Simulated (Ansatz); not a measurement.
**From Cu to Zn**

System: Cu (I4/mmm, 1 atom in the cell).
Method of run 1: DFT PBE, scalar-relativistic, plane waves, PAW, no spin polarisation (Ansatz 0.2.0).
System of run 2: Zn (1 atom in the cell).

On run 1: The structure derives from a Materials Project entry. On run 2: The structure was made by swapping elements on the sites of another compound; it need not be a known phase. It belongs to a series of runs on one base structure; here: Cu -> Zn on all its sites, cell and atoms relaxed. Text and figures count atoms from 1; the logs count them from 0 in places.

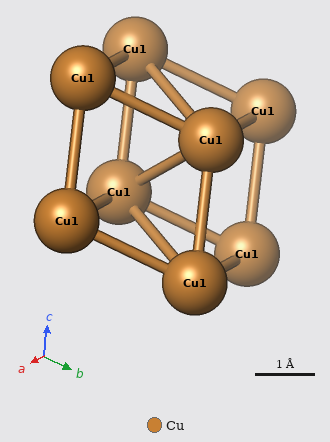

Fig. 1: The structure as given in the input (ball-and-stick view of the cell of the calculation, seen slightly off an axis; atoms are numbered from 1 in the order of the input).

Input file, run 1:
```yaml
crystal:
  lattice:
    - [-1.44279332, 1.44279332, 1.37608145]
    - [1.44279332, -1.44279332, 1.37608145]
    - [1.44279332, 1.44279332, -1.37608145]
  atoms:
    - { symbol: Cu, position: [0.0, 0.0, 0.0] }
basis:
  ecutwfc: 420
kpoints:
  mp_grid: { grid: [8, 8, 8] }
hamiltonian:
  xc: pbe
scf:
  occupations: { method: gaussian, width: 0.1 }
output:
  forces: true
  stress: true
  eigenvalues: true
```

Launched with:
```bash
ansatz run input.yaml --threads 1 --pin off --max-ram 2560MiB --backend cpu --events-out ev --progress --plain --runs-dir out
```

Hardware: 1 thread of Intel Xeon (Granite Rapids), 32 GiB of memory available, shared host.

Output, shortened to warnings, some set-up lines, iterations and results (run 1):
```
Basis set: ecut = 420 eV, 225 PW (Γ), exchange–correlation on 36×36×36 points (8 copies of the dense FFT grid, shifted against one another)
Symmetry: 16 space group operations
k-points: 59 of 512
Initial density: superposition of atomic densities (neutral atoms: chi_scale 0, normalization atom), corrected by the library's trained network
[...]
SCF iter   1: F=—  HF=-6625.090069 eV  |F-HF|=—  |Δ(HF+E_count)|=         —  Δρ=1.84e-3  dr2=1.32e-4  ethr=1.77e-3  ⟨swp⟩=5.4  Hψ=4126  notcnv=0
SCF iter   2: F=—  HF=-6625.090186 eV  |F-HF|=—  |Δ(HF+E_count)|=   1.17e-4  Δρ=7.42e-4  dr2=1.16e-5  ethr=6.93e-7  ⟨swp⟩=2.3  Hψ=1798  notcnv=0
SCF iter   3: F=—  HF=-6625.090199 eV  |F-HF|=—  |Δ(HF+E_count)|=   1.32e-5  Δρ=3.55e-4  dr2=6.14e-6  ethr=6.10e-8  ⟨swp⟩=2.1  Hψ=1238  notcnv=0
SCF iter   4: F=-6625.090199 eV  HF=-6625.090199 eV  |F-HF|=2.88e-8  |Δ(HF+E_count)|=   1.83e-7  Δρ=1.32e-5  dr2=5.50e-9  ethr=3.23e-8  ⟨swp⟩=2.8  Hψ=1147  notcnv=0
SCF iter   5: F=-6625.090199 eV  HF=-6625.090199 eV  |F-HF|=4.69e-10  |Δ(HF+E_count)|=   9.66e-9  Δρ=4.48e-6  dr2=6.02e-10  ethr=2.89e-11  ⟨swp⟩=2.0  Hψ=1368  notcnv=0
SCF iter   6: F=-6625.090199 eV  HF=-6625.090199 eV  |F-HF|=7.28e-12  |Δ(HF+E_count)|=  7.79e-10  Δρ=2.89e-7  dr2=3.22e-12  ethr=3.17e-12  ⟨swp⟩=2.4  Hψ=2653  notcnv=0
SCF 1 converged in 6 iterations: F = -6625.090199 eV  dr2 = 3.22e-12
SCF converged after 6 iterations
Free energy (F): -6625.090199 eV
Harris-Foulkes:  -6625.090199 eV  (|F-HF|=7.28e-12)
Internal energy: -6625.085089 eV  (E = F + TS)
E sigma→0 (E₀):  -6625.087644 eV
Entropy (-TS):   -0.005110 eV (-5.110 meV/atom)
Fermi energy:    17.524459 eV
--- Per-component energies (eV) ---
  E_band       = -348.528448
  E_kinetic    = 300.323224
  E_local      = -3994.001118  (includes V_loc(G=0)·N_el)
  E_nonlocal   = 389.516611
  E_hartree    = 1761.311037
  E_xc         = -89.849613
  E_vxc        = -115.972510  (∫ρ·V_xc dr)
  E_paw        = -1662.450856  (= ΣΔE_a)
  E_vpaw       = -451.016897  (= ΣTr[D̂ρ^β])
  E_aug_tail   = 0.000278  (compensation charges beyond the density's cutoff)
  E_ewald      = -3329.934651
  E_smearing   = -0.005110  (= −TS)
  E_closure    = -0.000000  (closes the sum)
  Σ components = -6625.090199   (vs F -6625.090199, Δ=0.00e0)
--- Forces (eV/Å), atoms counted from 1 ---
  atom   1  Cu     0.00000000     0.00000000     0.00000000
  max |Σ_I F_I| component: 8.63e-32 eV/Å
--- Stress (GPa, compression-positive) ---
        7.310264      -0.000000       0.000000
       -0.000000       7.310264       0.000000
        0.000000       0.000000       7.827547
  P = ⅓ Tr σ = 7.4827 GPa (74.827 kbar)
```

The input of run 2 differs as follows (lines with − go, lines with + come):
```diff
-    - [-1.44279332, 1.44279332, 1.37608145]
-    - [1.44279332, -1.44279332, 1.37608145]
-    - [1.44279332, 1.44279332, -1.37608145]
+    - [-1.3998524485, 1.3998524485, 1.3088012338]
+    - [1.3998524485, -1.3998524485, 1.3088012338]
+    - [1.3998524485, 1.3998524485, -1.3088012338]
-    - { symbol: Cu, position: [0.0, 0.0, 0.0] }
+    - { symbol: Zn, position: [0.0, 0.0, 0.0] }
-  mp_grid: { grid: [8, 8, 8] }
+  mp_grid: { grid: [10, 10, 10] }
```

How does run 2 compare with run 1?

The total energies belong to different systems, so their difference says nothing on which is more stable or more accurate. The pressure goes from 7.48 to 75.67 GPa. The volume per atom goes from 11.46 to 10.26 Å³. The number of SCF iterations is the same. The irreducible k-points go from 59 to 102. The plane waves at Γ go from 225 to 193.

Output, shortened to warnings, some set-up lines, iterations and results (run 2):
```
Basis set: ecut = 420 eV, 193 PW (Γ), exchange–correlation on 32×32×32 points (8 copies of the dense FFT grid, shifted against one another)
Symmetry: 16 space group operations
k-points: 102 of 1000
Initial density: superposition of atomic densities (neutral atoms: chi_scale 0, normalization atom), corrected by the library's trained network
[...]
SCF iter   1: F=—  HF=-3318.155360 eV  |F-HF|=—  |Δ(HF+E_count)|=         —  Δρ=3.18e-3  dr2=3.64e-4  ethr=1.77e-3  ⟨swp⟩=4.9  Hψ=6724  notcnv=0
SCF iter   2: F=—  HF=-3318.155644 eV  |F-HF|=—  |Δ(HF+E_count)|=   2.84e-4  Δρ=1.20e-3  dr2=7.36e-5  ethr=3.04e-6  ⟨swp⟩=2.3  Hψ=2553  notcnv=0
SCF iter   3: F=—  HF=-3318.155609 eV  |F-HF|=—  |Δ(HF+E_count)|=   3.49e-5  Δρ=7.68e-4  dr2=1.73e-5  ethr=6.13e-7  ⟨swp⟩=2.0  Hψ=1615  notcnv=0
SCF iter   4: F=—  HF=-3318.155615 eV  |F-HF|=—  |Δ(HF+E_count)|=   5.69e-6  Δρ=1.23e-4  dr2=5.16e-7  ethr=1.44e-7  ⟨swp⟩=1.1  Hψ=1035  notcnv=0
SCF iter   5: F=-3318.155615 eV  HF=-3318.155615 eV  |F-HF|=1.34e-8  |Δ(HF+E_count)|=   4.48e-9  Δρ=1.28e-5  dr2=4.65e-9  ethr=4.30e-9  ⟨swp⟩=2.3  Hψ=1562  notcnv=0
SCF iter   6: F=-3318.155615 eV  HF=-3318.155615 eV  |F-HF|=8.41e-11  |Δ(HF+E_count)|=   3.62e-9  Δρ=1.12e-6  dr2=3.88e-11  ethr=3.88e-11  ⟨swp⟩=3.0  Hψ=4119  notcnv=0
SCF 1 converged in 6 iterations: F = -3318.155615 eV  dr2 = 3.88e-11
SCF converged after 6 iterations
Free energy (F): -3318.155615 eV
Harris-Foulkes:  -3318.155615 eV  (|F-HF|=8.41e-11)
Internal energy: -3318.153323 eV  (E = F + TS)
E sigma→0 (E₀):  -3318.154469 eV
Entropy (-TS):   -0.002292 eV (-2.292 meV/atom)
Fermi energy:    19.019485 eV
--- Per-component energies (eV) ---
  E_band       = 120.055348
  E_kinetic    = 136.504037
  E_local      = -1262.877523  (includes V_loc(G=0)·N_el)
  E_nonlocal   = 608.617360
  E_hartree    = 540.376587
  E_xc         = -141.319426
  E_vxc        = -57.448558  (∫ρ·V_xc dr)
  E_paw        = -1821.392374  (= ΣΔE_a)
  E_vpaw       = -385.492510  (= ΣTr[D̂ρ^β])
  E_aug_tail   = -0.000390  (compensation charges beyond the density's cutoff)
  E_ewald      = -1378.061594
  E_smearing   = -0.002292  (= −TS)
  E_closure    = -0.000000  (closes the sum)
  Σ components = -3318.155615   (vs F -3318.155615, Δ=0.00e0)
--- Forces (eV/Å), atoms counted from 1 ---
  atom   1  Zn    -0.00000000     0.00000000     0.00000000
  max |Σ_I F_I| component: 3.94e-31 eV/Å
--- Stress (GPa, compression-positive) ---
       79.337016       0.000000      -0.000000
        0.000000      79.337016      -0.000000
        0.000000      -0.000000      68.344888
  P = ⅓ Tr σ = 75.6730 GPa (756.730 kbar)
```

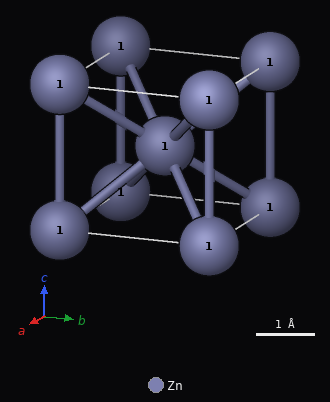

Fig. 2: The input structure of run 2 (ball-and-stick view of the cell 2 times as large as that of the calculation, set on its symmetry axes, seen slightly off an axis; atoms are numbered from 1 in the order of the input).

The two runs side by side:

```csv
quantity,run 1,run 2
outcome,converged,converged
free energy per atom (eV),−6625.0902,−3318.1556
"energy per atom, smearing taken to zero (eV)",−6625.0876,−3318.1545
gap on the mesh (eV),0.00,0.00
pressure (GPa),7.48,75.67
volume per atom (Å³),11.46,10.26
largest force (eV/Å),0.000,0.000
SCF iterations,6,6
irreducible k-points,59,102
plane waves at Γ,225,193
```

For run 1: The cell is under a pressure of 7.5 GPa at this level, so it is not at its equilibrium volume. For run 2: The cell is under a pressure of 76 GPa at this level, so it is not at its equilibrium volume.
